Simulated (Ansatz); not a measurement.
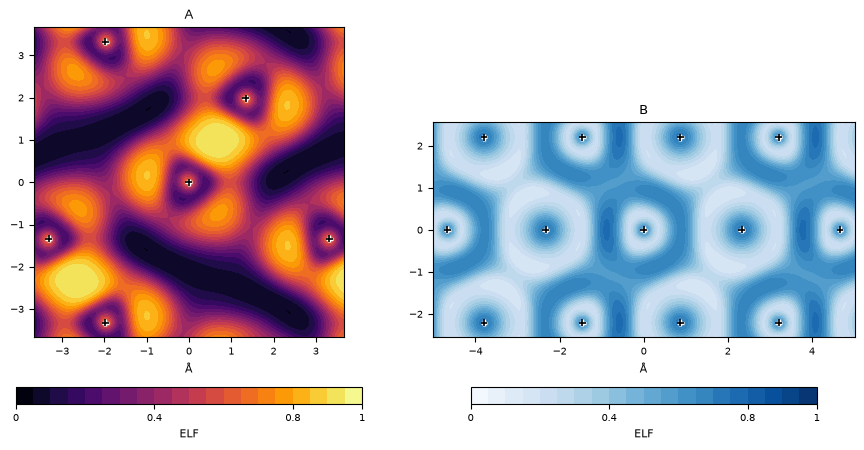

The ELF of 2 systems, each on a plane through atoms (crosses mark nuclei in the plane).

These are results of Ansatz, DFT r2SCAN, scalar-relativistic, plane waves, PAW, not measurements.

System 1: Si, the (100) plane of the conventional cell. Space group Ia-3.

```yaml
crystal:
  lattice:
    - [6.64480, 0.00000, 0.00000]
    - [0.00000, 6.64480, 0.00000]
    - [0.00000, 0.00000, 6.64480]
  atoms:
    - { symbol: Si, position: [0.10092, 0.10092, 0.10092] }
    - { symbol: Si, position: [0.60092, 0.60092, 0.60092] }
    - { symbol: Si, position: [0.89908, 0.39908, 0.10092] }
    - { symbol: Si, position: [0.39908, 0.89908, 0.60092] }
    - { symbol: Si, position: [0.10092, 0.89908, 0.39908] }
    - { symbol: Si, position: [0.60092, 0.39908, 0.89908] }
    - { symbol: Si, position: [0.39908, 0.10092, 0.89908] }
    - { symbol: Si, position: [0.89908, 0.60092, 0.39908] }
    - { symbol: Si, position: [0.39908, 0.39908, 0.39908] }
    - { symbol: Si, position: [0.89908, 0.89908, 0.89908] }
    - { symbol: Si, position: [0.60092, 0.10092, 0.39908] }
    - { symbol: Si, position: [0.10092, 0.60092, 0.89908] }
    - { symbol: Si, position: [0.39908, 0.60092, 0.10092] }
    - { symbol: Si, position: [0.89908, 0.10092, 0.60092] }
    - { symbol: Si, position: [0.10092, 0.39908, 0.60092] }
    - { symbol: Si, position: [0.60092, 0.89908, 0.10092] }
```

System 2: SiNi, the (11̄0) plane of the conventional cell. Space group Pmmn; a structure from a database of computed crystals, not necessarily the ambient phase; computed without spin polarisation.

Q: Match each panel to its system.

A: Panel A is system 1, Si: the plane holds Si. Si–Si (2.39 Å): the ELF peaks at about 0.95 between the atoms. Panel B is system 2, SiNi: the plane holds Si and Ni. Si–Ni (2.33 Å): the ELF peaks at about 0.75 in the valence shell of Si, 0.9 Å from its nucleus, and is about 0.50 at the midpoint.
